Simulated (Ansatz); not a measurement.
## Run report: GaN, single-point calculation (part 2 of 2)

GaN (slab, 22 atoms in the cell); DFT PBEsol, scalar-relativistic, plane waves, PAW, no spin polarisation (Ansatz 0.2.0); cutoff 420 eV, 7×5×1 k-mesh, Gaussian smearing of 0.05 eV. The structure derives from a Materials Project entry. It belongs to a series of runs on one base structure; here: (2 1 0) slab cut from the bulk.

Geometry of the input (Å; fractional positions):
```
4.4982  0.0000  0.0000
-2.2491  5.0292  0.0000
0.0000  0.0000  25.5613
N  0.1000  0.7000  0.2934
Ga 0.7000  0.4000  0.3131
N  0.8000  0.1000  0.3328
Ga 0.4000  0.8000  0.3524
N  0.5000  0.5000  0.3721
Ga 0.1000  0.2000  0.3918
N  0.2000  0.9000  0.4115
Ga 0.8000  0.6000  0.4311
N  0.9000  0.3000  0.4508
Ga 0.5000  0.0000  0.4705
N  0.6000  0.7000  0.4902
Ga 0.2000  0.4000  0.5098
N  0.3000  0.1000  0.5295
Ga 0.9000  0.8000  0.5492
N  0.0000  0.5000  0.5689
Ga 0.6000  0.2000  0.5885
N  0.7000  0.9000  0.6082
Ga 0.3000  0.6000  0.6279
N  0.4000  0.3000  0.6476
Ga 0.0000  0.0000  0.6672
N  0.1000  0.7000  0.6869
Ga 0.7000  0.4000  0.7066
```

### Output, continued
```
--- Forces (eV/Å), atoms counted from 1 ---
  atom   1  N     -0.89012342    -0.64984367     0.40065401
  atom   2  Ga     2.22410873     0.97189874     0.92595295
  atom   3  N     -0.64631347    -0.08811940     0.27530436
  atom   4  Ga    -0.19274620     0.23231479    -1.21270261
  atom   5  N     -0.25964645    -0.43319209    -0.13321468
  atom   6  Ga    -0.22258120    -0.18893152    -0.77868405
  atom   7  N     -0.13563647     0.05012065     0.58729722
  atom   8  Ga     0.30005323     0.06198068    -0.24385702
  atom   9  N     -0.02324158     0.04601802     0.36143260
  atom  10  Ga    -0.02276062     0.04392417    -0.29208811
  atom  11  N     -0.04052419    -0.02217153     0.16808590
  atom  12  Ga    -0.08256872    -0.02963703    -0.18678534
  atom  13  N     -0.03575697     0.01806057     0.24807220
  atom  14  Ga     0.17987404    -0.05836652    -0.16611399
  atom  15  N     -0.04939085    -0.07824423    -0.06489596
  atom  16  Ga     0.18151503    -0.02652046    -0.28697154
  atom  17  N     -0.33687749     0.22666807     0.19818270
  atom  18  Ga    -0.48931906     0.29487972     0.46858885
  atom  19  N     -0.71415729     0.07571769     0.31634390
  atom  20  Ga     0.89561178    -0.86880886    -0.15943577
  atom  21  N     -1.08986245     0.23084855     0.13355605
  atom  22  Ga     1.45036250     0.19139137    -0.55870186
  max |Σ_I F_I| component: 1.98e-5 eV/Å
--- Stress (GPa, compression-positive) ---
       -1.598019      -0.021951       0.116694
       -0.021951      -1.509585      -0.019428
        0.116695      -0.019428      -0.632976
  P = ⅓ Tr σ = -1.2469 GPa (-12.469 kbar)
--- Band table (eV; the first three rows and the last of 18) ---
  k-point 0: bands = ["-15.3771", "-14.9651", "-14.6903", "-14.5770", "-14.4805", "-14.4136", "-14.2782", "-14.1555", "-13.9888", "-13.5661", "-13.2498", "-13.2246", "-13.1992", "-13.1877", "-13.1495", "-13.1431", "-13.0872", "-13.0393", "-13.0330", "-13.0219", "-12.9907", "-12.9800", "-12.9533", "-12.9308", "-12.9195", "-12.8952", "-12.8839", "-12.8639", "-12.8507", "-12.8338", "-12.8208", "-12.8153", "-12.7916", "-12.7730", "-12.7673", "-12.7442", "-12.7365", "-12.7290", "-12.7120", "-12.7064", "-12.6913", "-12.6791", "-12.6707", "-12.6414", "-12.6117", "-12.6036", "-12.5748", "-12.5612", "-12.5464", "-12.4765", "-12.3553", "-12.3361", "-12.3227", "-12.2907", "-12.2294", "-12.1777", "-12.0235", "-12.0153", "-11.4457", "-11.0837", "-10.9683", "-10.8143", "-10.7361", "-10.6245", "-10.3694", "-10.0314", "-5.5861", "-5.4030", "-5.3414", "-5.2067", "-4.9691", "-4.7761", "-4.6379", "-4.2098", "-3.7076", "-3.6483", "-3.1431", "-3.1006", "-3.0026", "-2.9030", "-2.8264", "-2.4223", "-2.3598", "-2.1360", "-2.0375", "-1.8691", "-1.6631", "-1.4944", "-1.3973", "-1.0983", "-0.8713", "-0.3632", "-0.2319", "-0.0352", "0.3067", "0.4048", "0.5738", "0.7945", "1.1084", "1.3990", "2.3645", "2.6061", "3.7401", "4.3756", "4.8930", "5.2395", "5.8521", "6.1825", "6.1841", "6.5393", "6.6075", "6.8213", "7.1607", "7.3594", "7.5057", "7.8322", "7.9239", "8.2040", "8.3149", "8.3313", "8.4188"]
  k-point 1: bands = ["-15.2734", "-14.9005", "-14.6925", "-14.5698", "-14.4974", "-14.4157", "-14.2852", "-14.1713", "-13.9842", "-13.5637", "-13.2503", "-13.2193", "-13.1915", "-13.1779", "-13.1420", "-13.1341", "-13.0861", "-13.0401", "-13.0168", "-13.0027", "-12.9880", "-12.9733", "-12.9566", "-12.9267", "-12.9160", "-12.8974", "-12.8858", "-12.8552", "-12.8471", "-12.8286", "-12.8242", "-12.8083", "-12.7869", "-12.7693", "-12.7541", "-12.7452", "-12.7346", "-12.7261", "-12.7147", "-12.6967", "-12.6908", "-12.6764", "-12.6646", "-12.6390", "-12.6131", "-12.5989", "-12.5722", "-12.5522", "-12.5364", "-12.4800", "-12.3552", "-12.3425", "-12.3189", "-12.2715", "-12.2182", "-12.1187", "-12.0223", "-12.0092", "-11.6059", "-11.3813", "-11.2013", "-10.9068", "-10.7839", "-10.6792", "-10.4149", "-10.0980", "-5.4798", "-5.3463", "-5.2778", "-5.0734", "-4.9442", "-4.6966", "-4.4637", "-4.2157", "-3.4560", "-3.2616", "-3.2201", "-3.1656", "-2.7961", "-2.7513", "-2.5908", "-2.4865", "-2.2462", "-2.0703", "-2.0029", "-1.8470", "-1.6364", "-1.5217", "-1.3689", "-1.0531", "-0.8148", "-0.7312", "-0.4855", "-0.1331", "0.0568", "0.3349", "0.5746", "0.9253", "1.1591", "1.3187", "2.3674", "3.0312", "4.0249", "4.4694", "4.9531", "5.1103", "5.5226", "5.5658", "6.0729", "6.2690", "6.4746", "6.7541", "7.1969", "7.2888", "7.5530", "7.6934", "7.8371", "7.8945", "8.0065", "8.2280", "8.3421"]
  k-point 2: bands = ["-15.0288", "-14.8147", "-14.7147", "-14.5900", "-14.5111", "-14.4147", "-14.3044", "-14.2036", "-13.9761", "-13.5596", "-13.2505", "-13.2112", "-13.1891", "-13.1613", "-13.1362", "-13.1075", "-13.0806", "-13.0408", "-12.9855", "-12.9815", "-12.9714", "-12.9649", "-12.9494", "-12.9253", "-12.9116", "-12.8871", "-12.8784", "-12.8557", "-12.8419", "-12.8284", "-12.8130", "-12.8005", "-12.7775", "-12.7579", "-12.7429", "-12.7333", "-12.7270", "-12.7189", "-12.7026", "-12.6938", "-12.6825", "-12.6710", "-12.6443", "-12.6191", "-12.6104", "-12.5774", "-12.5504", "-12.5235", "-12.5132", "-12.4717", "-12.3493", "-12.3349", "-12.3186", "-12.2651", "-12.2186", "-12.1863", "-12.0346", "-12.0141", "-11.8636", "-11.7864", "-11.3639", "-11.1441", "-10.8942", "-10.7827", "-10.4902", "-10.2287", "-5.6023", "-5.4316", "-5.2207", "-4.9455", "-4.6901", "-4.4632", "-3.9595", "-3.7228", "-3.4195", "-3.3384", "-3.1053", "-2.7573", "-2.5234", "-2.4109", "-2.3570", "-2.1771", "-2.0885", "-2.0402", "-1.9570", "-1.8339", "-1.5830", "-1.5344", "-1.4126", "-1.2392", "-1.0168", "-0.8551", "-0.6849", "-0.5140", "-0.1202", "0.2729", "0.5324", "0.8240", "1.2032", "1.2754", "2.3802", "3.4156", "4.1175", "4.5434", "4.7791", "4.9790", "5.2835", "5.5270", "5.7474", "6.0113", "6.3475", "6.5738", "6.7955", "7.2603", "7.4002", "7.5723", "7.7439", "7.9050", "7.9969", "8.1262", "8.2849"]
  k-point 17: bands = ["-14.9501", "-14.7677", "-14.6868", "-14.5814", "-14.5250", "-14.4181", "-14.3417", "-14.2156", "-13.9810", "-13.5572", "-13.2485", "-13.2180", "-13.1874", "-13.1735", "-13.1408", "-13.1143", "-13.0723", "-13.0501", "-13.0263", "-12.9989", "-12.9814", "-12.9751", "-12.9465", "-12.9324", "-12.9216", "-12.9015", "-12.8884", "-12.8718", "-12.8398", "-12.8239", "-12.8128", "-12.8044", "-12.7773", "-12.7647", "-12.7438", "-12.7333", "-12.7266", "-12.7198", "-12.7074", "-12.6872", "-12.6763", "-12.6559", "-12.6296", "-12.6143", "-12.5996", "-12.5891", "-12.5659", "-12.5306", "-12.4852", "-12.3953", "-12.3532", "-12.3217", "-12.2950", "-12.2575", "-12.1240", "-12.0238", "-12.0017", "-11.6814", "-11.5746", "-11.5228", "-11.2754", "-11.1668", "-10.9735", "-10.8411", "-10.7085", "-10.1575", "-6.0235", "-5.9149", "-5.8463", "-5.7686", "-5.3742", "-5.2955", "-4.9575", "-4.6013", "-4.3494", "-3.5317", "-3.2115", "-2.9815", "-2.6700", "-2.5668", "-2.3354", "-2.0634", "-1.8634", "-1.4789", "-1.4010", "-1.2293", "-1.0853", "-1.0118", "-0.9141", "-0.8297", "-0.7214", "-0.5970", "-0.5181", "-0.4277", "-0.0260", "0.3690", "0.5749", "0.9617", "1.3021", "1.3526", "2.3015", "3.5115", "4.9753", "5.1761", "5.7435", "6.0204", "6.3126", "6.4075", "6.6605", "6.6915", "6.8739", "7.1513", "7.4551", "7.6049", "7.7168", "7.8738", "7.9452", "8.0853", "8.1768", "8.3935", "8.4297"]
```

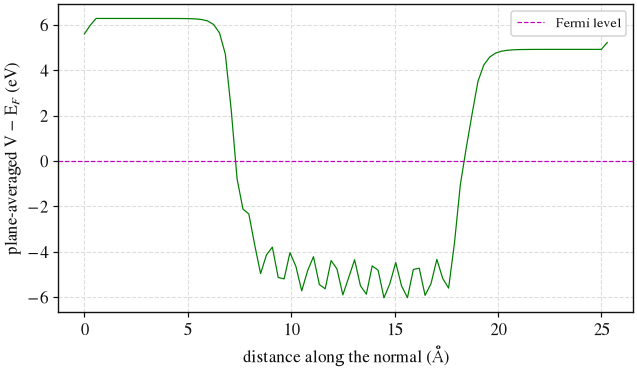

Plane average of the electrostatic potential energy of an electron across the cell, from the Fermi level. The vacuum level lies 4.92 eV above the Fermi level on the upper side and 6.28 eV on the lower.

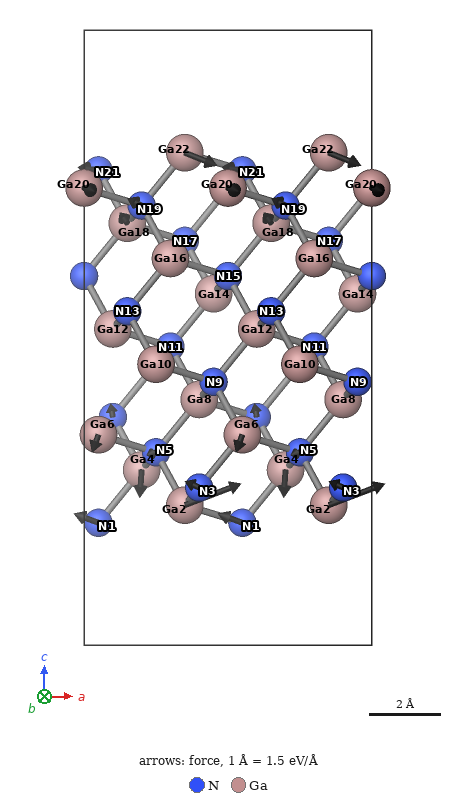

Forces on the atoms as black arrows (ball-and-stick view of the 2 × 1 repeat of the cell, with the vacuum cut short, along the b axis; atoms are numbered from 1 in the order of the input); the smallest are left out. The largest act on Ga2 (2.60 eV/Å); Ga22 (1.57 eV/Å); Ga20 (1.26 eV/Å); Ga4 (1.25 eV/Å), among others. The geometry is not a stationary point of this energy.

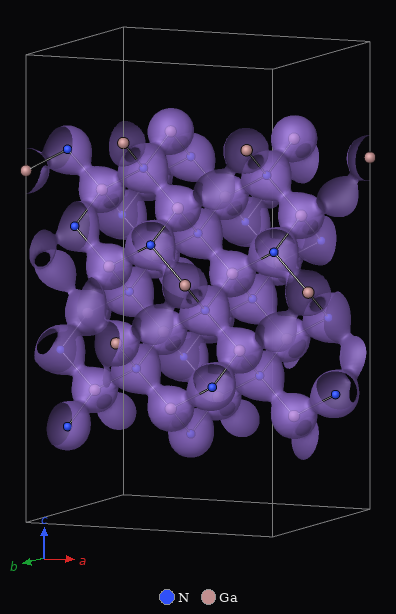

Isosurface of the valence charge density (pseudo) at 0.6 e/Å³ (purple), seen at an oblique angle. Sticks mark near contacts. At this value the density is joined into sheets; it holds about 80 % of the electrons treated as valence (semicore included). On the grid the lowest density along these lines, outside the cores, is 0.72 e/Å³ (Ga–N, 1.95 Å). Core electrons are frozen (PAW), so the fields are smoothed inside the atomic spheres.

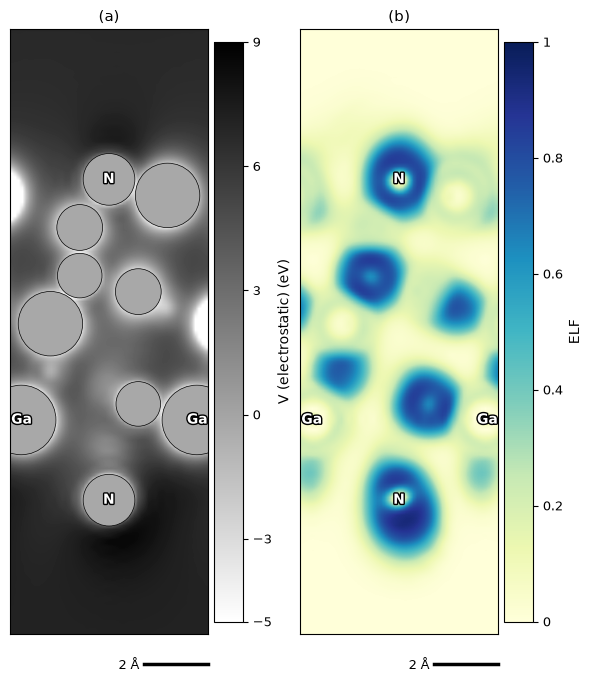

(a) electrostatic potential energy of an electron; (b) ELF on the (100) plane of the calculation cell, a cut from vacuum to vacuum. Grey discs, where drawn, cover atomic cores.

### Summary

| quantity | value |
| --- | --- |
| outcome | converged |
| electrons treated | 198 |
| free energy | −45340.9900 eV |
| work function, top face | 4.92 eV |
| work function, bottom face | 6.28 eV |
| Fermi energy | 1.285 eV |
| gap on the k-point mesh | none (metallic) |
| work function (upper face) | 4.92 eV |
| largest force (length of the vector) | 2.598 eV/Å |
| wall time | 3.9 min (CPU time 7.5 min) |
| peak memory | 1.6 GiB |

### Notes

Warnings of the run: the exchange-correlation potential is rough where the density is thin.
